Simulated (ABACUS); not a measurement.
## Single-point calculation of HgSe (part 2 of 2)

HgSe (F-43m, 2 atoms in the cell); Kohn-Sham DFT of a periodic cell, PBE, PseudoDojo NC SR 0.4.1 PBE standard, no spin polarisation (ABACUS 3.10.1); cutoff 1360.57 eV, 8×8×8 k-mesh, fermi-dirac of 0.05 eV. The structure derives from an entry of the Crystallography Open Database.

### What the program printed, continued
```
----------------------------------------------------------
 E_KohnSham     -575.7245774001      -7833.1347312836
 E_Harris       -575.7236116054      -7833.1215909719
 E_Fermi        0.6775487816         9.2185241033
----------------------------------------------------------

 LCAO ALGORITHM --------------- ION=   1  ELEC=   7--------------------------------

 Density error is 1.31121094685e-06
----------------------------------------------------------
     Energy           Rydberg                 eV
----------------------------------------------------------
 E_KohnSham     -575.7245774010      -7833.1347312956
 E_Harris       -575.7246842742      -7833.1361853800
 E_Fermi        0.6775719048         9.2188387101
----------------------------------------------------------

 LCAO ALGORITHM --------------- ION=   1  ELEC=   8--------------------------------

 Density error is 2.18417897796e-07
----------------------------------------------------------
     Energy           Rydberg                 eV
----------------------------------------------------------
 E_KohnSham     -575.7245774011      -7833.1347312967
 E_Harris       -575.7245514564      -7833.1343783006
 E_Fermi        0.6775713852         9.2188316399
----------------------------------------------------------

 LCAO ALGORITHM --------------- ION=   1  ELEC=   9--------------------------------

 Density error is 1.90198839898e-08
----------------------------------------------------------
     Energy           Rydberg                 eV
----------------------------------------------------------
 E_KohnSham     -575.7245774011      -7833.1347312964
 E_KS(sigma->0) -575.7245553903      -7833.1344318246
 E_Harris       -575.7245782740      -7833.1347431734
 E_band         -63.2632092673       -860.7401198016
 E_one_elec     -342.3229750534      -4657.5430170378
 E_Hartree      176.8270500416       2405.8554410968
 E_xc           -103.6829417295      -1410.6787929226
 E_Ewald        -306.5456666383      -4170.7677634893
 E_entropy(-TS) -0.0000440215        -0.0005989436
 E_descf        0.0000000000         0.0000000000
 E_exx          0.0000000000         0.0000000000
 E_Fermi        0.6775715167         9.2188334301
----------------------------------------------------------

 charge density convergence is achieved
 final etot is -7833.1347313 eV
 EFERMI = 9.2188334301 eV

 STATE ENERGY(eV) AND OCCUPATIONS    NSPIN == 1
 1/29 kpoint (Cartesian) = 0.0000 0.0000 0.0000 (1595 pws)
       1       -105.499     0.00390625
       2       -53.8415     0.00390625
       3       -53.8415     0.00390625
       4       -53.8415     0.00390625
       5       -38.3691     0.00390625
       6       -38.3691     0.00390625
       7       -38.3691     0.00390625
       8       -38.3631     0.00390625
       9       -38.3631     0.00390625
      10       -4.32179     0.00390625
      11        1.99577     0.00390625
      12        1.99577     0.00390625
      13        1.99577     0.00390625
      14        2.74827     0.00390625
      15        2.74827     0.00390625
      16        8.34856     0.00390625
      17        9.16406     0.00292735
      18        9.16406     0.00292735
      19        9.16406     0.00292735
      20        14.7689    2.42244e-51
      21        14.7689    2.42244e-51
      22        14.7689    2.42244e-51

 2/29 kpoint (Cartesian) = 0.020566 0.020566 0.020566 (1586 pws)
       1       -105.499      0.0312500
       2       -53.8416      0.0312500
       3       -53.8415      0.0312500
       4       -53.8415      0.0312500
       5       -38.3691      0.0312500
       6       -38.3691      0.0312500
       7       -38.3691      0.0312500
       8       -38.3631      0.0312500
       9       -38.3631      0.0312500
      10       -4.25475      0.0312500
      11        2.02523      0.0312500
      12        2.02688      0.0312500
      13        2.02688      0.0312500
      14        2.74641      0.0312500
      15        2.74641      0.0312500
      16        7.35592      0.0312500
      17        9.00370      0.0308328
      18        9.00370      0.0308328
      19        9.85157    9.97556e-08
      20        14.5667    1.10637e-48
      21        14.9937    2.16069e-52
      22        14.9937    2.16069e-52

 3/29 kpoint (Cartesian) = 0.041132 0.041132 0.041132 (1581 pws)
       1       -105.499      0.0312500
       2       -53.8417      0.0312500
       3       -53.8415      0.0312500
       4       -53.8415      0.0312500
       5       -38.3692      0.0312500
       6       -38.3691      0.0312500
       7       -38.3691      0.0312500
       8       -38.3631      0.0312500
       9       -38.3631      0.0312500
      10       -4.08774      0.0312500
      11        2.09610      0.0312500
      12        2.09610      0.0312500
      13        2.17103      0.0312500
      14        2.75310      0.0312500
      15        2.75310      0.0312500
      16        5.92164      0.0312500
      17        8.64652      0.0312497
      18        8.64652      0.0312497
      19        10.3154    9.33039e-12
      20        14.8702    2.55725e-51
      21        15.3940    7.21664e-56
      22        15.3940    7.21664e-56

 4/29 kpoint (Cartesian) = 0.061698 0.061698 0.061698 (1580 pws)
       1       -105.499      0.0312500
       2       -53.8418      0.0312500
       3       -53.8416      0.0312500
       4       -53.8416      0.0312500
       5       -38.3693      0.0312500
       6       -38.3691      0.0312500
       7       -38.3691      0.0312500
       8       -38.3631      0.0312500
       9       -38.3631      0.0312500
      10       -3.91391      0.0312500
      11        2.15221      0.0312500
      12        2.15221      0.0312500
      13        2.55685      0.0312500
      14        2.78145      0.0312500
      15        2.78145      0.0312500
      16        4.54433      0.0312500
      17        8.31737      0.0312500
      18        8.31737      0.0312500
      19        10.3644    3.50208e-12
      20        15.5603    2.59347e-57
      21        15.5603    2.59347e-57
      22        15.9407    1.28588e-60

 5/29 kpoint (Cartesian) = 0.082264 0.082264 0.082264 (1573 pws)
       1       -105.499      0.0156250
       2       -53.8419      0.0156250
       3       -53.8416      0.0156250
       4       -53.8416      0.0156250
       5       -38.3693      0.0156250
       6       -38.3691      0.0156250
       7       -38.3691      0.0156250
       8       -38.3631      0.0156250
       9       -38.3631      0.0156250
      10       -3.84025      0.0156250
      11        2.17031      0.0156250
      12        2.17031      0.0156250
      13        2.80125      0.0156250
      14        2.80125      0.0156250
      15        3.08714      0.0156250
      16        3.64518      0.0156250
      17        8.18630      0.0156250
      18        8.18630      0.0156250
      19        10.3349    3.15950e-12
      20        15.5645    1.19125e-57
      21        15.5645    1.19125e-57
      22        16.6894    2.02156e-67

 6/29 kpoint (Cartesian) = 0.0000 0.0000 0.041132 (1587 pws)
       1       -105.499      0.0234375
       2       -53.8416      0.0234375
       3       -53.8415      0.0234375
       4       -53.8415      0.0234375
       5       -38.3691      0.0234375
       6       -38.3691      0.0234375
       7       -38.3691      0.0234375
       8       -38.3631      0.0234375
       9       -38.3631      0.0234375
      10       -4.23236      0.0234375
      11        1.99637      0.0234375
      12        2.05692      0.0234375
      13        2.05692      0.0234375
      14        2.72395      0.0234375
      15        2.76615      0.0234375
      16        7.28269      0.0234375
      17        8.74848      0.0234356
      18        8.74848      0.0234356
      19        10.2919    1.12141e-11
      20        14.0172    4.91596e-44
      21        15.3231    2.23241e-55
      22        15.3231    2.23241e-55

[... levels at 23 further k points ...]

 correction force for each atom along direction 1 is 0.0268296
 correction force for each atom along direction 2 is 0.0200661
 correction force for each atom along direction 3 is 0.0128383
------------------------------------------------------------------------------------------
 TOTAL-FORCE (eV/Angstrom)
------------------------------------------------------------------------------------------
                       Hg1         0.0000000000         0.0000000000         0.0000000000
                       Se1         0.0000000000         0.0000000000         0.0000000000
------------------------------------------------------------------------------------------

----------------------------------------------------------------
 TOTAL-STRESS (KBAR)
----------------------------------------------------------------
        53.5891799972         0.0000000000         0.0000000000
         0.0000000000        53.5891799972         0.0000000000
        -0.0000000000         0.0000000000        53.5891799972
----------------------------------------------------------------
 TOTAL-PRESSURE: 53.589180 KBAR

 --------------------------------------------
 !FINAL_ETOT_IS -7833.1347312964053344 eV
 --------------------------------------------
```

### Standard output
```
ABACUS v3.10.1

               Atomic-orbital Based Ab-initio Computation at UStc

%%%%%%%%%%%%%%%%%%%%%%%%%%%%%%%%%%%%%%%%%%%%%%%%%%%%%%%%%%%%%%%%%%%%%%%%%%%%%%%%%%%%%%%%%%%%%%%%%%%%%%%%%
 Warning: the number of valence electrons in pseudopotential > 12 for Hg: [Xe] 4f14 5d10 6s2
 Warning: the number of valence electrons in pseudopotential > 6 for Se: [Ar] 3d10 4s2 4p4
 Pseudopotentials with additional electrons can yield (more) accurate outcomes, but may be less efficient.
 If you're confident that your chosen pseudopotential is appropriate, you can safely ignore this warning.
%%%%%%%%%%%%%%%%%%%%%%%%%%%%%%%%%%%%%%%%%%%%%%%%%%%%%%%%%%%%%%%%%%%%%%%%%%%%%%%%%%%%%%%%%%%%%%%%%%%%%%%%%

 UNIFORM GRID DIM        : 54 * 54 * 54
 UNIFORM GRID DIM(BIG)   : 27 * 27 * 27
 ---------------------------------------------------------
 Self-consistent calculations for electrons
 ---------------------------------------------------------
 SPIN    KPOINTS         PROCESSORS  THREADS     NBASE
 1       29              4           4           44
 ---------------------------------------------------------
 Use Systematically Improvable Atomic bases
 ---------------------------------------------------------
 ELEMENT ORBITALS        NBASE       NATOM       XC
 Hg      3s2p2d1f-7au    26          1
 Se      2s2p2d-7au      18          1
 ---------------------------------------------------------
 Initial plane wave basis and FFT box
 ---------------------------------------------------------
 -------------------------------------------
 SELF-CONSISTENT :
 -------------------------------------------
 START CHARGE      : atomic
 ITER       ETOT/eV          EDIFF/eV         DRHO     TIME/s
 GE1     -7.83284193e+03   0.00000000e+00   2.8328e-02   0.44
 GE2     -7.83310349e+03  -2.61561972e-01   9.9253e-03   0.41
 GE3     -7.83313456e+03  -3.10688794e-02   3.2416e-03   0.41
 GE4     -7.83313473e+03  -1.66426487e-04   2.9683e-04   0.41
 GE5     -7.83313473e+03  -4.77886736e-06   7.5583e-05   0.39
 GE6     -7.83313473e+03  -3.84983353e-07   1.5994e-05   0.40
 GE7     -7.83313473e+03  -1.19381158e-08   1.3112e-06   0.41
 GE8     -7.83313473e+03  -1.14307691e-09   2.1842e-07   0.42
 GE9     -7.83313473e+03   3.15544911e-10   1.9020e-08   0.41
----------------------------------------------------------------
 TOTAL-STRESS (KBAR)
----------------------------------------------------------------
        53.5891799972         0.0000000000         0.0000000000
         0.0000000000        53.5891799972         0.0000000000
        -0.0000000000         0.0000000000        53.5891799972
----------------------------------------------------------------
 TOTAL-PRESSURE: 53.589180 KBAR
```

### File mulliken.txt
```
 0
CALCULATE THE MULLIkEN ANALYSIS FOR EACH ATOM
 Total charge:	36
Decomposed Mulliken populations
0                             Zeta of Hg              Spin 1
s                                      0              2.0000
s                                      1              0.9565
s                                      2             -0.0107
SUM OVER M+Zeta                                       2.9457

pz                                     0              1.9998
px                                     0              1.9997
py                                     0              1.9998
SUM OVER M                                            5.9993
pz                                     1              0.1770
px                                     1              0.2195
py                                     1              0.2404
SUM OVER M                                            0.6369
SUM OVER M+Zeta                                       6.6363

dz^2                                   0              1.9775
dxz                                    0              1.9678
dyz                                    0              1.9653
dx^2-y^2                               0              1.9879
dxy                                    0              1.9648
SUM OVER M                                            9.8632
dz^2                                   1              0.0245
dxz                                    1              0.0307
dyz                                    1              0.0241
dx^2-y^2                               1              0.0097
dxy                                    1              0.0327
SUM OVER M                                            0.1218
SUM OVER M+Zeta                                       9.9850

fz^3                                   0              0.0075
fxz^2                                  0              0.0083
fyz^2                                  0              0.0080
fzx^2-zy^2                             0              0.0049
fxyz                                   0              0.0083
fx^3-3*xy^2                            0              0.0059
f3yx^2-y^3                             0              0.0064
SUM OVER M                                            0.0494
SUM OVER M+Zeta                                       0.0494

SUM OVER M+Zeta+L                                    19.6164

Total Charge on atom:                 Hg             19.6164


1                             Zeta of Se              Spin 1
s                                      0              1.8912
s                                      1              0.0371
SUM OVER M+Zeta                                       1.9283

pz                                     0              1.2576
px                                     0              1.5022
py                                     0              1.5349
SUM OVER M                                            4.2947
pz                                     1             -0.0024
px                                     1              0.0084
py                                     1              0.0100
SUM OVER M                                            0.0160
SUM OVER M+Zeta                                       4.3107

dz^2                                   0              2.0000
dxz                                    0              1.9999
dyz                                    0              1.9999
dx^2-y^2                               0              2.0000
dxy                                    0              1.9999
SUM OVER M                                            9.9998
dz^2                                   1              0.0293
dxz                                    1              0.0298
dyz                                    1              0.0278
dx^2-y^2                               1              0.0183
dxy                                    1              0.0397
SUM OVER M                                            0.1448
SUM OVER M+Zeta                                      10.1446

SUM OVER M+Zeta+L                                    16.3836

Total Charge on atom:                 Se             16.3836
```

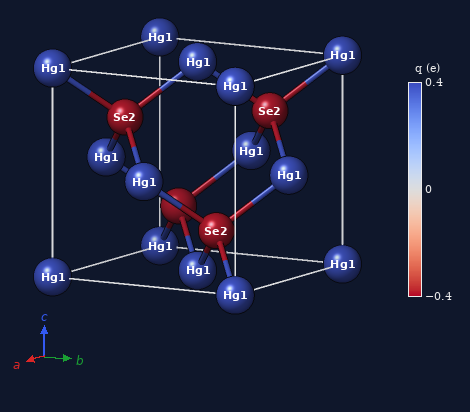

**Figure 1.** Mulliken charges, as the colour of each atom (ball-and-stick view of the cell 4 times as large as that of the calculation, set on its symmetry axes, seen at an oblique angle; atoms are numbered from 1 in the order of the input). By element: Hg +0.38 and Se −0.38 e.

This output came from the following input.

### The input
```
INPUT_PARAMETERS
suffix              HgSe
calculation         scf
basis_type          lcao
pseudo_dir          ./
orbital_dir         ./
symmetry            1
dft_functional      pbe
ecutwfc             100
pseudo_rcut         10
nspin               1
nbands              22
ks_solver           genelpa
smearing_method     fd
smearing_sigma      0.00367493
scf_thr             1e-07
scf_nmax            100
mixing_type         broyden
mixing_beta         0.7
cal_force           1
cal_stress          1
out_mul             1
```

### File STRU
```
ATOMIC_SPECIES
Hg 200.5920 Hg.upf
Se 78.9710 Se.upf

NUMERICAL_ORBITAL
Hg_confined-atom_7au_3s2p2d1f.orb
Se_confined-atom_7au_2s2p2d.orb

LATTICE_CONSTANT
1.8897261246

LATTICE_VECTORS
0.0000000000 3.0390000000 3.0390000000
3.0390000000 0.0000000000 3.0390000000
3.0390000000 3.0390000000 0.0000000000

ATOMIC_POSITIONS
Direct

Hg
0.0
1
0.0000000000 0.0000000000 0.0000000000 1 1 1

Se
0.0
1
0.7500000000 0.7500000000 0.7500000000 1 1 1
```

### File KPT
```
K_POINTS
0
Gamma
8 8 8 0 0 0
```

Launch command:
```bash
OMP_NUM_THREADS=1 mpirun -np 4 abacus > log
```

### Key numbers

```json
{"quantity": "outcome", "value": "converged"}
{"quantity": "space group (tolerance 0.01 Å)", "value": "F-43m (216)"}
{"quantity": "electrons treated", "value": "36"}
{"quantity": "free energy", "value": "−7833.1347 eV"}
{"quantity": "Fermi energy", "value": "9.219 eV"}
{"quantity": "gap on the k-point mesh", "value": "none (metallic)"}
{"quantity": "pressure", "value": "5.36 GPa"}
{"quantity": "largest force (length of the vector)", "value": "under 0.001 eV/Å"}
{"quantity": "hardware", "value": "4 threads of AMD EPYC (Zen 3), 24 GiB of memory available, shared host"}
{"quantity": "wall time", "value": "5 s (CPU time 20 s)"}
{"quantity": "peak memory", "value": "0.44 GiB"}
```

### Remarks

Points of doubt noted for this run: home made orbitals. Spin–orbit coupling is left out, which matters for Hg. The cell is under a pressure of 5.4 GPa at this level, so it is not at its equilibrium volume.
